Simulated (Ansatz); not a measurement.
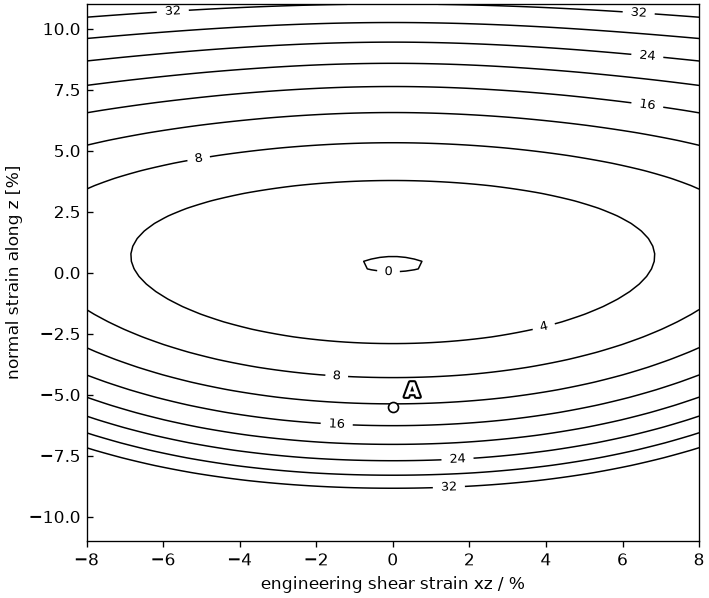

Tl (Fm-3m, No. 225; 1 atom in the cell). The energy is mapped over two homogeneous strains (x, y and z along the cube axes). The first coordinate is: engineering shear strain xz; the second: normal strain along z. Nothing is relaxed (symmetry fixes all fractional coordinates). Grid: 5 × 5 points; 15 points were computed and 10 follow by symmetry. Points are written as (first, second). Energies: meV/atom, counted from the lowest grid point. The calculation used Ansatz, DFT PBEsol, scalar-relativistic, plane waves, PAW. Settings: cutoff 420 eV, k-mesh 16×16×16, gaussian smearing 0.15 eV, no spin polarisation.

The picture shows contour lines labelled in meV/atom (none above 32), the point A. Between grid points the surface is interpolated.

Is A at rest? If not, where is it pushed?

Answer. A, at (0 %, −5.5 %), is not a stationary point. The computed force is nearly zero along engineering shear strain xz and 5 meV/atom for each 1 % towards larger values of normal strain along z.
